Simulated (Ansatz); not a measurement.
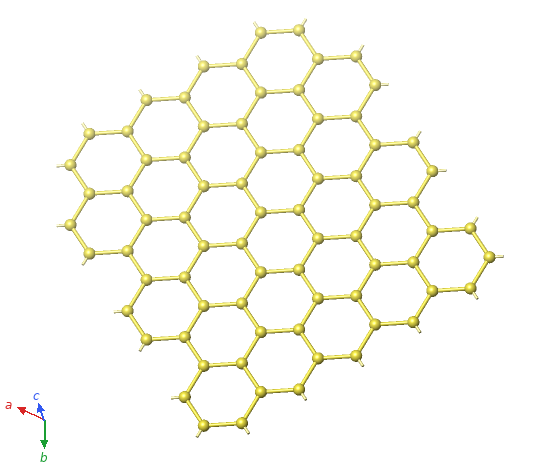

The picture shows a finite piece of the underlying net of a crystal structure, nodes on the atoms' positions. Nodes are coloured by topological kind. One layer is drawn. Edges to nodes outside the piece are drawn as stubs.

> Classify the net: periodicity, connectivity, name.

A uninodal 3-connected, two-periodic (layers) net. It is the hcb net, known from graphene.

> Give point symbol and coordination sequence.

6^3, sequence 3, 6, 9, 12.

The net was derived as follows. System BN (space group P-6m2, No. 187); source of the atomic positions: a calculation's input that goes back to an entry of the Crystallography Open Database (an earlier step may have relaxed or displaced it). Bonds are taken as B–N below 1.6 Å. Atoms with one bond or none are removed and atoms with two bonds are replaced by edges, until no such atom is left. B and N are 3-connected nodes.
